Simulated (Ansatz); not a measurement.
System BN (space group P-6m2, No. 187); source of the atomic positions: the end point of a relaxation with Ansatz 0.2.0, DFT r2SCAN, scalar-relativistic, plane waves, PAW.

```cif
data_structure
_symmetry_space_group_name_H-M 'P 1'
_symmetry_Int_Tables_number 1
_cell_length_a 2.5006
_cell_length_b 2.5006
_cell_length_c 6.8574
_cell_angle_alpha 90.000
_cell_angle_beta 90.000
_cell_angle_gamma 120.000
_cell_volume 37.13
loop_
_atom_site_label
_atom_site_type_symbol
_atom_site_fract_x
_atom_site_fract_y
_atom_site_fract_z
_atom_site_occupancy
B1 B 0.00000 0.00000 0.00000 1
B2 B 0.33333 0.66667 0.50000 1
N1 N 0.33333 0.66667 0.00000 1
N2 N 0.66667 0.33333 0.50000 1
```

Describe how the polyhedra about B are linked (bonds: B–N below 1.6 Å).

B(1a): BN3 triangle, sharing corners with six neighbours; B(1d): BN3 triangle, sharing corners with six neighbours.

They form layers of corner-sharing triangles parallel to (001).

Centre to centre across a shared corner: 2.50 Å.

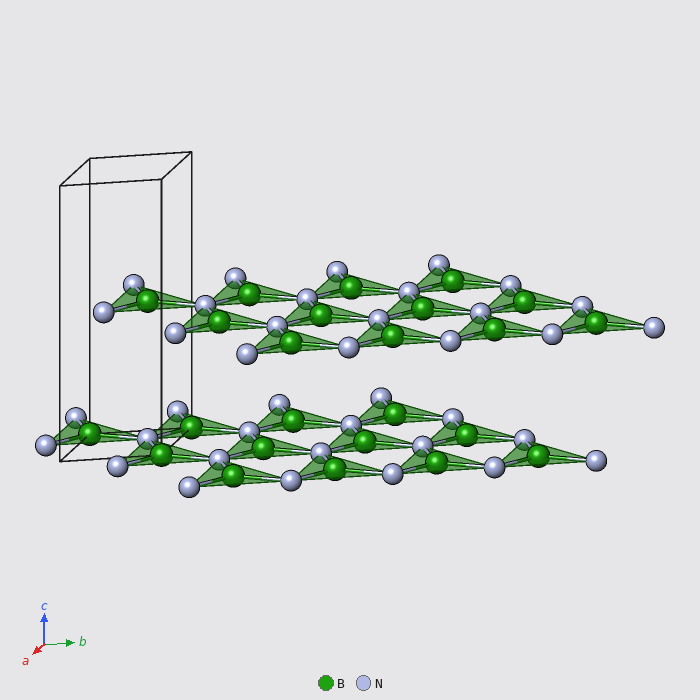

Polyhedra are drawn about B (bonds: B–N below 1.6 Å); other atoms are plain spheres.
